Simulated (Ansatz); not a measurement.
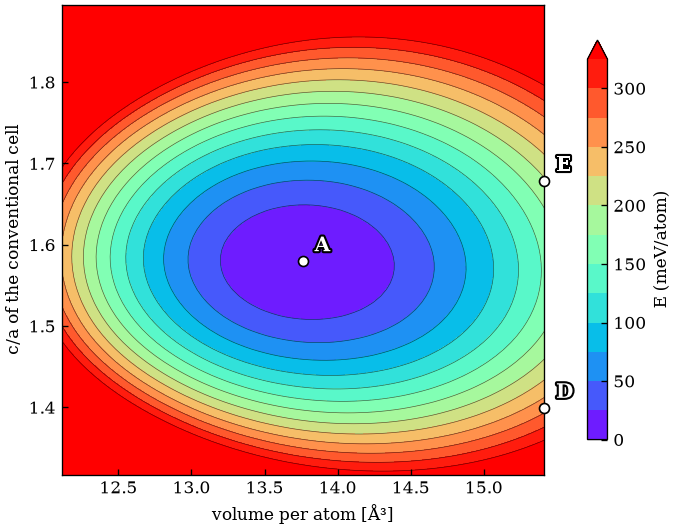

Ru (P6_3/mmc, No. 194; 2 atoms in the cell). The energy is mapped over volume and the cell's shape. Coordinates scanned: (1) volume per atom; (2) c/a of the conventional cell. Nothing is relaxed (symmetry fixes all fractional coordinates). Grid: 7 × 7 points. Points are written as (first, second). Energies are in meV/atom, from the lowest grid point. These are results of DFT PBE, scalar-relativistic, plane waves, PAW in Ansatz 0.2.0, not measurements. Settings: cutoff 420 eV, k-mesh 21×21×12 in the order of the run's cell vectors, gaussian smearing 0.15 eV, no spin polarisation.

The picture shows filled contours, one colour for all values above the top of the scale, lettered points. Between grid points the surface is interpolated.

Q: Is A the lowest point of the computed grid?

A: Yes. A, at (13.76 Å³, 1.580), has the lowest energy of the grid.

Q: Rank the lettered points by energy, lowest first.

A: A (0 meV/atom), E (197 meV/atom), D (266 meV/atom).

PAW datasets: the set soft_1.
